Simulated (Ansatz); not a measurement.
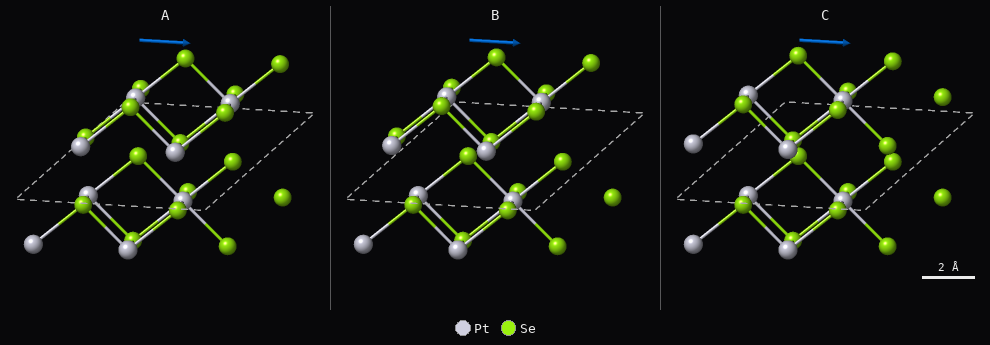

Crystalline PtSe2 (P-3m1): the crystal above a cut along the (0 0 1) plane of the conventional cell (between a plane of Se below and one of Se above, 2.53 Å apart) is slid rigidly by fractions of an in-plane lattice vector 3.72 Å long (a generalised stacking fault). One cut stands in each cell, which starts 10.1 Å high; nothing is relaxed, and the dashed outline marks the cut, the arrow on top the direction of slip. Style: ball-and-stick. Shown: the layers on both sides of the cut, obliquely from above.

The calculation used DFT PBE+D3(BJ), scalar-relativistic, plane waves, PAW in Ansatz. Set-up: plane-wave cutoff 420 eV; k-point mesh 14 × 14 × 5; occupations gaussian; smearing width 0.15 eV; no spin polarisation. Energies (free energies at the smearing named) are counted from the cell as listed in its source, which wasn't relaxed.

Rank the frames from lowest to highest energy.

Lowest first: C (the slip 0.00, 0 mJ/m²), B (the slip 0.30, 303 mJ/m²), A (the slip 0.50, 503 mJ/m²). Over the whole scan: the curve starts and ends at zero, since a full lattice vector restores the crystal. Its highest computed point is 503 mJ/m² at slip 0.50, which the unstable stacking-fault energy of this rigid path equals or slightly exceeds. No local minimum shows among the points, so there is no metastable fault on this line. The path is symmetric about half-way. Relaxation across the fault would lower the values.
